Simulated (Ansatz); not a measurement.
**Si (cell charge −2, with a compensating background) (cell with a defect): density, localisation and related maps**

The calculation's input:

```
crystal:
  lattice:
    - [0.0, 5.44370238, -5.44370238]
    - [5.44370238, 5.44370238, 0.0]
    - [5.44370238, 0.0, -5.44370238]
  atoms:
    - { symbol: Si, position: [0.125, 0.125, 0.125] }
    - { symbol: Si, position: [0.125, 0.625, 0.125] }
    - { symbol: Si, position: [0.625, 0.125, 0.125] }
    - { symbol: Si, position: [0.625, 0.625, 0.125] }
    - { symbol: Si, position: [0.125, 0.125, 0.625] }
    - { symbol: Si, position: [0.125, 0.625, 0.625] }
    - { symbol: Si, position: [0.625, 0.125, 0.625] }
    - { symbol: Si, position: [0.625, 0.625, 0.625] }
    - { symbol: Si, position: [0.25, 0.75, 0.25] }
    - { symbol: Si, position: [0.25, 0.25, 0.25] }
    - { symbol: Si, position: [0.75, 0.75, 0.25] }
    - { symbol: Si, position: [0.25, 0.75, 0.75] }
    - { symbol: Si, position: [0.25, 0.25, 0.75] }
    - { symbol: Si, position: [0.75, 0.75, 0.75] }
    - { symbol: Si, position: [0.75, 0.25, 0.75] }
total_charge: -2
basis:
  ecutwfc: 500
  xc_grid: 3
kpoints:
  mp_grid: { grid: [2, 2, 2], shift: [0.0, 0.0, 0.0] }
hamiltonian:
  xc: r2scan
scf:
  occupations: { method: gaussian, width: 0.02 }
output:
  forces: true
  stress: false
  eigenvalues: true
  write_density: true
  write_potential: true
  elf: true
  volumetric_format: npy
relax:
  adjacent_minimum: "off"
  f_tol: 0.02
  max_steps: 60
```

Run with:

```sh
ansatz run input.yaml --threads 8 --pin off --max-ram 20480MiB --backend cpu --events-out ev --progress --plain --runs-dir out
```

The fields are those of the relaxed geometry.

Method: DFT r2SCAN, scalar-relativistic, plane waves, PAW in Ansatz 0.2.0.

Core electrons are frozen (PAW), and the valence fields are smoothed inside the atomic spheres.

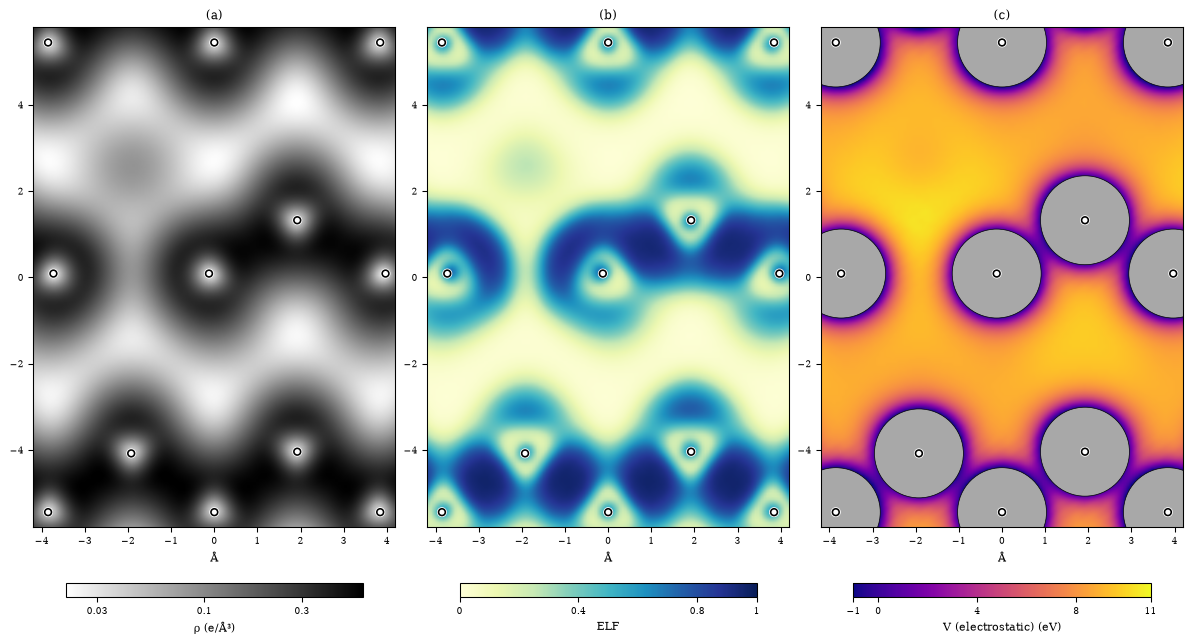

Figure 1. (a) valence charge density (pseudo); (b) electron localisation function; (c) electrostatic potential (local pseudopotential plus Hartree) felt by an electron on the (11̄0) plane of the calculation cell. Circles mark the nuclei in the plane (Si). Grey discs cover the atomic cores in the potential map.

Interpret the plot.

Atoms in the plane: Si.
Si–Si (2.38 Å): the density is about 0.58 e/Å³ at the midpoint; the ELF peaks at about 0.95 between the atoms.
Between the atoms the lowest density in this plane is 0.02 e/Å³.
The ELF also peaks beside Si, away from the bonds: lone-pair regions.
Outside the cores the potential energy rises away from the atoms and is highest about 2.2 Å from the nearest atoms; its zero is arbitrary.

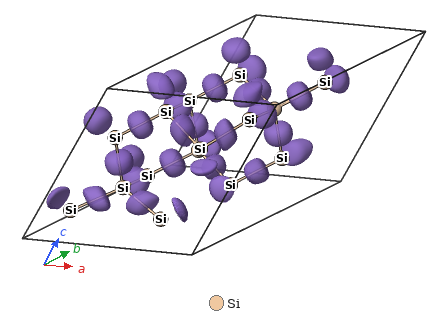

Figure 2. Isosurface of the electron localisation function at 0.85 (purple), seen at an oblique angle. Only the valence region is drawn (cores and ρ < 0.01 e/Å³ removed). Sticks mark near contacts.

Where are the electrons localised?

At this value the surface marks out 28 regions between bonded Si–Si atoms and four lobes on Si, pointing away from the bonds (lone pairs), counted in one cell of 15 atoms. Any copies at cell faces, edges or corners count once. Profiles from the grid: Si–Si (2.36 Å): the ELF peaks at about 0.95 between the atoms.

Metal or insulator at this level of theory?

It is gapless in this calculation (a metal or semimetal).
